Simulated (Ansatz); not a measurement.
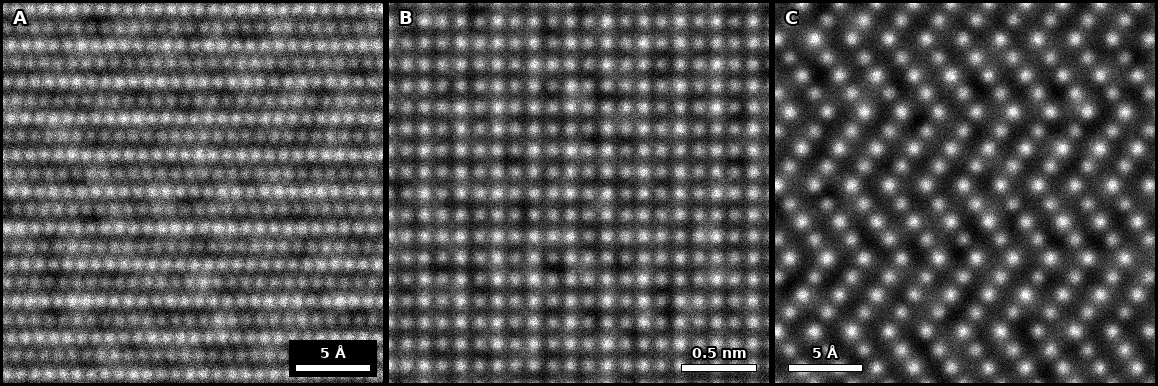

Three views of MgO (P6_3/mmc, No. 194) along different zone axes. Simulated as the projected potential of neutral atoms (B = 0.5 Å²) blurred by a 0.50 Å probe, the thin-sample limit of integrated differential phase contrast. Shot noise and the speckle of an amorphous layer were added. Atomic positions: coordinates from a relaxation with Ansatz 0.2.0, DFT PBE, scalar-relativistic, plane waves, PAW; the starting structure was generated, so it need not be a known form of this composition.

```
CELL_PARAMETERS angstrom
2.98436 0.00000 0.00000
-1.49218 2.58453 0.00000
0.00000 0.00000 10.14418
ATOMIC_POSITIONS crystal
Mg 0.00000 0.00000 0.00000
O 0.66667 0.33333 0.12101
Mg 0.33333 0.66667 0.25000
O 0.66667 0.33333 0.37899
Mg 0.00000 0.00000 0.50000
O 0.33333 0.66667 0.62101
Mg 0.66667 0.33333 0.75000
O 0.33333 0.66667 0.87899
```

### Match the panels to the zone axes [100], [210] and [310].

A is [310]: projected cell 0.98 × 10.14 Å, 90°. B is [210]: projected cell 1.49 × 5.07 Å, 90°. C is [100]: projected cell 2.58 × 10.14 Å, 90°, plane group p2mg.
